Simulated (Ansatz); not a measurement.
ZrS: several calculations on one system

**1. Vibrations**

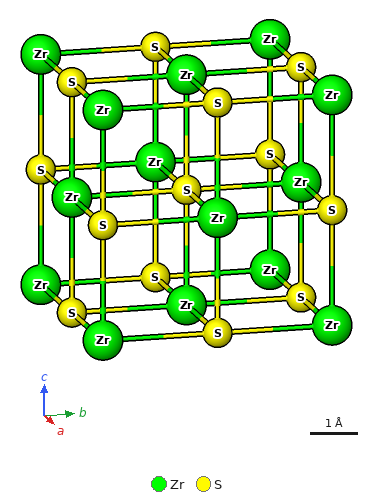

Lattice vibrations of crystalline ZrS at 0.98 times its rest volume, space group Fm-3m (No. 225), at the zone centre. The picture is a ball-and-stick view of the conventional cell (4 times the calculation's cell), seen slightly off an axis. Lengths and directions refer to the drawn axes.

All numbers below come from DFT LDA, scalar-relativistic, plane waves, PAW (Ansatz 0.2.0).

Input file:
```yaml
crystal:
  lattice:
    - [0.0, 2.5508291108, 2.5508291108]
    - [2.5508291108, 0.0, 2.5508291108]
    - [2.5508291108, 2.5508291108, 0.0]
  atoms:
    - { symbol: Zr, position: [0.0, 0.0, 0.0] }
    - { symbol: S, position: [0.5, 0.5, 0.5] }
basis:
  ecutwfc: 420
kpoints:
  mp_grid: { grid: [16, 16, 16] }
hamiltonian:
  xc: lda
scf:
  occupations: { method: fermi_dirac, width: 0.15 }
output:
  eigenvalues: true
phonons:
  method: dfpt
  eigenvectors: true
  qmesh: [4, 4, 4]
  temperatures: { t_max: 1000, t_step: 100 }
  qpath:
    path:
      - [[0.0, 0.0, 0.0], [0.5, 0.0, 0.5], [0.625, 0.25, 0.625]]
      - [[0.375, 0.375, 0.75], [0.0, 0.0, 0.0], [0.5, 0.5, 0.5], [0.5, 0.25, 0.75], [0.5, 0.0, 0.5]]
    npoints: 8
```

Launched with:
```bash
ansatz run input.yaml --threads 2 --pin off --max-ram 6144MiB --backend cpu --events-out ev --progress --plain --runs-dir out
```

The frequencies depend somewhat on the k-mesh and the smearing.

List the optical modes.

The calculation's cell holds 2 atoms, so there are 3 optical modes, in 1 level. The optical modes span T₁u. No level is unstable.

```csv
level,symmetry,frequency (cm⁻¹),activity
1,T₁u,284,infrared-active
```

The crystal is a metal, so free carriers screen the infrared response.

The displacement patterns (one member of each degenerate set):

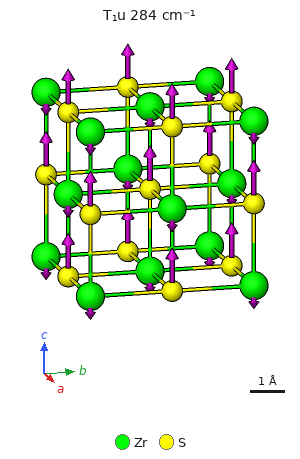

**2. One mode**

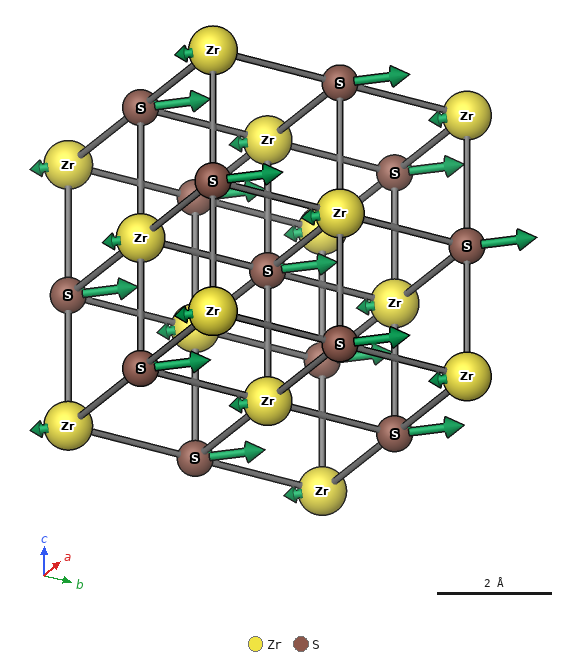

One vibrational mode of solid ZrS at the zone centre. The green arrows are the displacements of the atoms (eigenvector over the root of the mass), of arbitrary overall length and sign. Style: ball-and-stick. Shown: the conventional cell (4 times the calculation's cell), from a free direction. Lengths and directions refer to the drawn axes.

Theory: Ansatz 0.2.0, DFT LDA, scalar-relativistic, plane waves, PAW. Set-up: plane-wave cutoff 420 eV; k-point mesh 16 × 16 × 16; occupations fermi dirac; smearing width 0.15 eV; no spin polarisation.

The frequencies depend somewhat on the k-mesh and the smearing.

Question: What mode is this, and where does it lie in the spectrum?

Answer: This is the T₁u mode (triply degenerate; one member of the set is drawn) at 269 cm⁻¹, the only optical level, infrared-active by symmetry. The S sublattice moves against the Zr sublattice, along [1 1 0]; the kinetic energy is shared as S 74 %, Zr 26 %. The crystal is a metal, so free carriers screen the infrared response.

**3. One mode**

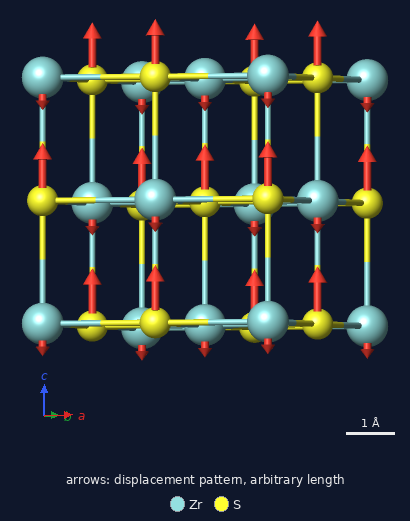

One vibrational mode of crystalline ZrS at 1.02 times its rest volume at the zone centre. Displacements are drawn as red arrows; their common scale and sign are arbitrary. Style: ball-and-stick. Shown: the conventional cell (4 times the calculation's cell), from a free direction. Lengths and directions refer to the drawn axes.

Level of theory: DFT LDA, scalar-relativistic, plane waves, PAW (Ansatz 0.2.0). (plane-wave cutoff 420 eV; k-point mesh 16 × 16 × 16; occupations fermi dirac; smearing width 0.15 eV; no spin polarisation)

The frequencies depend somewhat on the k-mesh and the smearing.

**What mode is this, and where does it lie in the spectrum?**

This is the T₁u mode (triply degenerate; one member of the set is drawn) at 255 cm⁻¹, the only optical level, infrared-active by symmetry. The S sublattice moves against the Zr sublattice, along c; it stretches the shortest S–Zr bonds (2.59 Å); the kinetic energy is shared as S 74 %, Zr 26 %. The crystal is a metal, so free carriers screen the infrared response.
